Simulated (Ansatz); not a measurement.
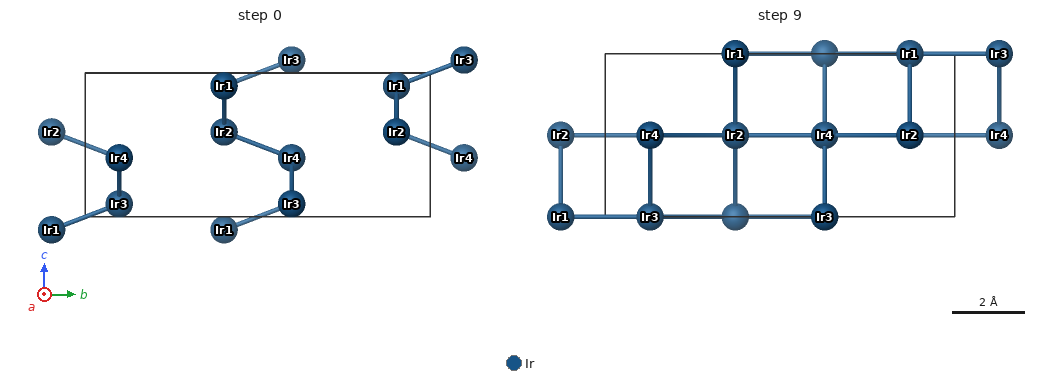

The structure of a crystal of Ir (built on the black phosphorus_64 type) (coarse preliminary run) before (left) and after (right) a relaxation, at one scale.

A ball-and-stick model of the conventional cell (2 times the calculation's cell), seen along the a axis. Lengths and directions refer to the drawn axes.

Case: black phosphorus type (Cmce, No. 64).

Computed with Ansatz 0.2.0, DFT r2SCAN, scalar-relativistic, plane waves, PAW.

Input
```yaml
crystal:
  lattice:
    - [1.5276580251, -4.8460450948, 0.0]
    - [1.5276580251, 4.8460450948, 0.0]
    - [0.0, 0.0, 4.0429861934]
  atoms:
    - { symbol: Ir, position: [0.098, 0.902, 0.91] }
    - { symbol: Ir, position: [0.598, 0.402, 0.59] }
    - { symbol: Ir, position: [0.902, 0.098, 0.09] }
    - { symbol: Ir, position: [0.402, 0.598, 0.41] }
basis:
  ecutwfc: 500
kpoints:
  mp_grid: { grid: [6, 6, 4] }
hamiltonian:
  xc: r2scan
scf:
  occupations: { method: gaussian, width: 0.1 }
  lower_state_search: "off"
output:
  forces: true
  stress: true
  eigenvalues: true
relax:
  adjacent_minimum: "off"
  f_tol: 0.04
  max_steps: 70
  cell: { stress_tol: 0.4 }
```

Question: Summarise the run.

Answer: The largest moves relative to the cell, 0.51 Å, are those of Ir1, Ir2, Ir3 and Ir4. Ir4 goes along [0 1 3]. Cell: a 3.055 → 2.678 Å (−12.3 %), b 9.692 → 9.812 Å (+1.2 %), c 4.043 → 4.584 Å (+13.4 %). Volume +0.6 %. Near-neighbour distances that change, for instance: Ir1–Ir3 3.398 → 2.743 Å, Ir1–Ir2 2.002 → 2.655 Å, Ir1–Ir2 (another image) 3.145 → 2.654 Å, Ir1–Ir3 (another image) 2.034 → 2.512 Å. New bonds form: Ir1–Ir3 (3.40 → 2.74 Å), Ir2–Ir4 (3.40 → 2.74 Å). Bond angles that change, for instance: Ir2–Ir1–Ir2 99.5° → 60.6°, Ir2–Ir1–Ir3 103.4° → 90.0°. The space group (tolerance 0.01 Å) goes from Cmce (No. 64) to Fmmm (No. 69). The energy falls by 5048 meV per atom in 8 accepted moves (9 points after the start). Largest force component: 17 eV/Å at the start, 0.0069 eV/Å at the end. Pressure: 202.86 GPa at the start and −0.08 GPa at the end. The SCF was repeated once at an unchanged geometry on a basis and grid sized afresh for the cell, which shifted the energy by 0.9 meV per atom at most.

Limits of the set-up: the k-point mesh is coarse for a cell with partly filled bands.
